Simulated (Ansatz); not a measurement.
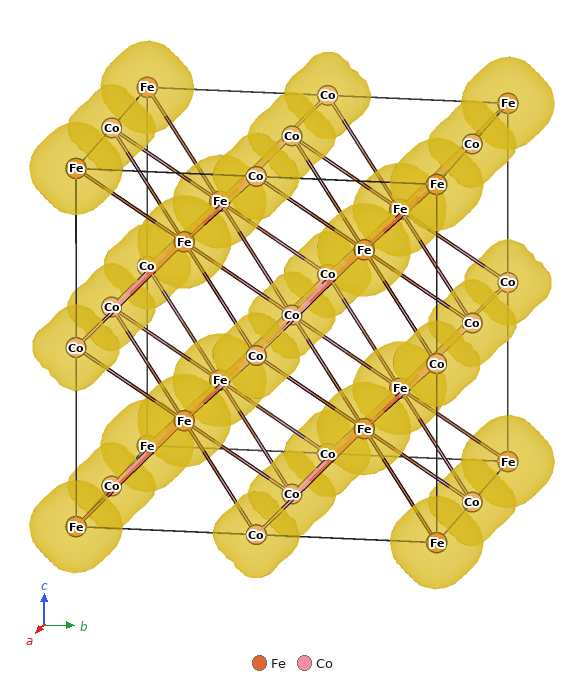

The picture shows: Fe9Co7. Isosurface of the magnetisation density (up minus down) at +0.5 e/Å³ (yellow), seen slightly off an axis. Sticks mark near contacts.

Space group Pm-3m; a structure from a database of computed crystals, not necessarily the ambient phase; spin-polarised.

The calculation used DFT r2SCAN, scalar-relativistic, plane waves, PAW (Ansatz).

> Where is the spin, and how is it ordered?

The spin density sits on Fe: +3.0 μB (×8) and +2.6 μB; Co: +1.9 μB (×7) in one cell of 16 atoms: parallel main moments (a ferromagnetic arrangement) in this solution. The cell of the calculation (16 atoms) carries 38.5 μB of net spin moment.
